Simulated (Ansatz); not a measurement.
Consider AlNi.

Input

```
crystal:
  lattice:
    - [2.300681, -1.39468, 0.0]
    - [2.300681, 1.39468, 0.0]
    - [-1.356451, 0.0, 3.880838]
  atoms:
    - { symbol: Al, position: [0.0, 0.0, 0.0] }
    - { symbol: Ni, position: [0.5, 0.5, 0.5] }
basis:
  ecutwfc: 420
kpoints:
  mp_grid: { grid: [18, 18, 12] }
hamiltonian:
  xc: pbe
scf:
  occupations: { method: gaussian, width: 0.1 }
output:
  forces: true
  stress: true
  eigenvalues: true
  populations: true
  write_density: true
  write_potential: true
  elf: true
  volumetric_format: npy
```

Launched as:

```sh
ansatz run input.yaml --threads 1 --pin off --max-ram 2560MiB --backend cpu --events-out ev --progress --plain --runs-dir out
```

Below, planes, directions and counts refer to the conventional cell (a = 4.60 Å, b = 2.79 Å, c = 4.11 Å, α = 90.00°, β = 109.27°, γ = 90.00°).

Space group C2/m; a structure from a database of computed crystals, not necessarily the ambient phase; computed without spin polarisation.

All numbers below come from Ansatz 0.2.0, DFT PBE, scalar-relativistic, plane waves, PAW.

**What can the converged valence pseudo-density and electron localisation function tell about the bonding?**

Al–Ni (2.48 Å): ρ is about 0.31 e/Å³ halfway; the ELF is about 0.40 at the midpoint.
Al–Al (2.69 Å): ρ at the midpoint is about 0.23 e/Å³; the ELF reaches about 0.55 near the midpoint.
Ni–Ni (2.69 Å): ρ is about 0.26 e/Å³ halfway; the ELF is about 0.30 at the midpoint: no localised pair shows between them.

**Does the calculation make it a metal, or give it a gap?**

It is metallic or semimetallic at this level of theory: no gap opens.

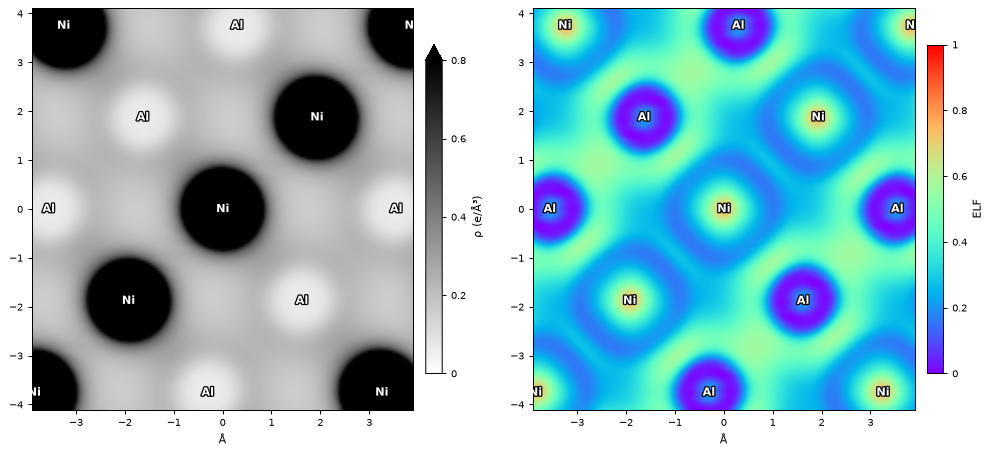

Computed valence pseudo-density and electron localisation function on the (111) plane of the conventional cell, in this order. 

The density is the valence pseudo-density of a PAW calculation; it isn't the true density close to the nuclei.
